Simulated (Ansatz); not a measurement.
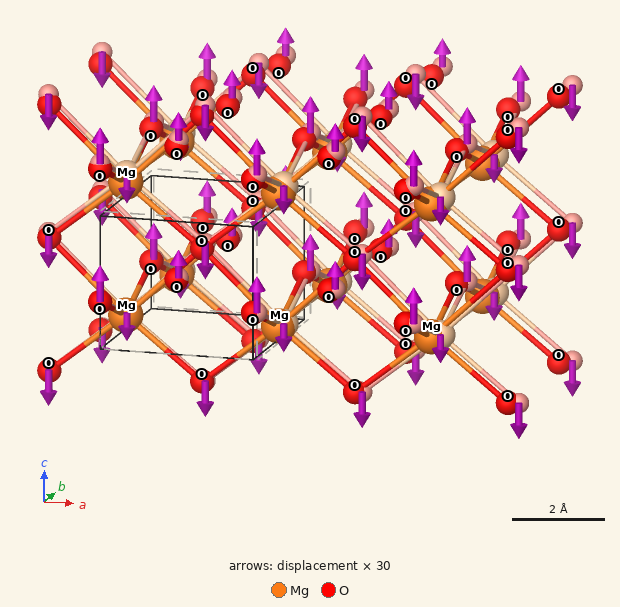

A symmetric starting cell of MgO$_{3}$ (made from another compound by putting O in place of S), drawn pale, and a changed version of it, drawn solid. The purple arrows show how the atoms are displaced (without the part that the change of the cell carries along), magnified 30 times. Besides, the cell is strained by −2.5 % along a, −3.4 % along c, −4.5 % along b (volume −10.0 %). The picture is a ball-and-stick view of the cell of the calculation, repeated 2 × 2 × 2 with one cell outlined, seen from a free direction.

Method: Ansatz, DFT PBE, scalar-relativistic, plane waves, PAW. Settings: plane-wave cutoff 420 eV; k-point mesh 12 × 12 × 14; occupations gaussian; smearing width 0.1 eV; no spin polarisation.

How are the atoms displaced, and what does the calculation give?

Atoms are displaced by up to 0.03 Å (root mean square over those that move 0.02 Å) relative to the cell: Mg 0.02 Å along −c. No relaxation follows. The starting cell wasn't computed here and needn't be at equilibrium, so pressure and forces aren't due to the change alone. The pressure is −9.9 GPa (not all of it need come from the change, since the unchanged cell can be under pressure at this level too). The principal stresses (compression positive) are 0.4 GPa along c, −8.6 GPa along b, −21.5 GPa along a. The largest force is 0.77 eV/Å, on an O atom. Some distances before and after: Mg–O 2.170 → 2.093 Å, Mg–O 2.461 → 2.385 Å, Mg–O 2.279 → 2.217 Å. The space group stays Pmm2 (No. 25).
